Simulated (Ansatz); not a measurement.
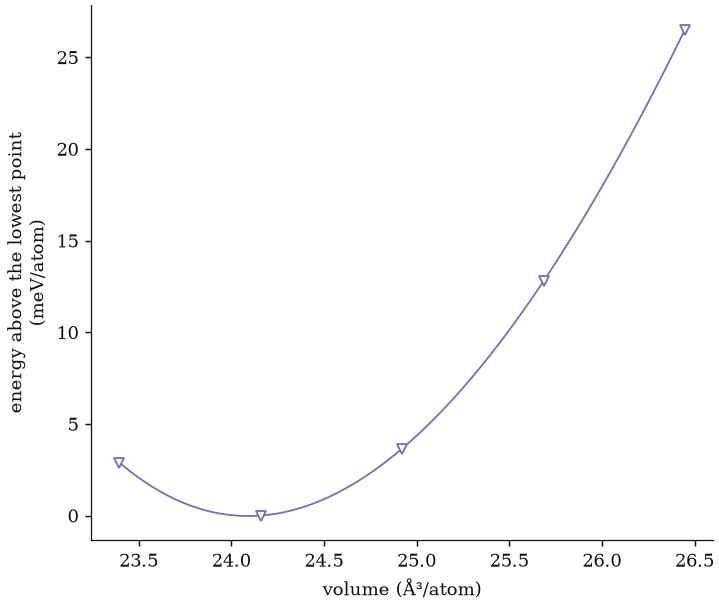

The figure shows the energy above the lowest point against volume for Ga, space group Fd-3m (No. 227) (one of a set of cubic test structures, which need not be the stable phase).

Computed with Ansatz 0.2.0 development build: equation of state of a cubic crystal from periodic Kohn-Sham density functional theory without spin, third-order Birch-Murnaghan fit to the free energies; pressure corrected for the finite basis. Level: r2SCAN.

- structure type: diamond
- atoms in cell: 2
- space group number: 227
- lattice centring: face-centred primitive
- k mesh: 10×10×10
- occupation method: Fermi–Dirac
- occupation width: 0.1 eV
- wave cutoff: 1300 eV
- datasets: hand-made PAW
- density tolerance: 1e−09 eV
- bands: 25
- density cutoff ratio: 8
- search for lower states: default
- xc grid level: 2

From this curve and the settings, what does the calculation give for the pressure at the same points?

The pressure falls from 1.375 GPa at volume 23.40 Å³/atom to −3.302 GPa at 26.45 Å³/atom, and changes sign near 24.10 Å³/atom.

| volume (Å³/atom) | pressure (GPa) |
| --- | --- |
| 23.40 | 1.375 |
| 24.16 | −0.120 |
| 24.92 | −1.377 |
| 25.69 | −2.430 |
| 26.45 | −3.302 |

Caveats: cubic model structure, not the ambient form.
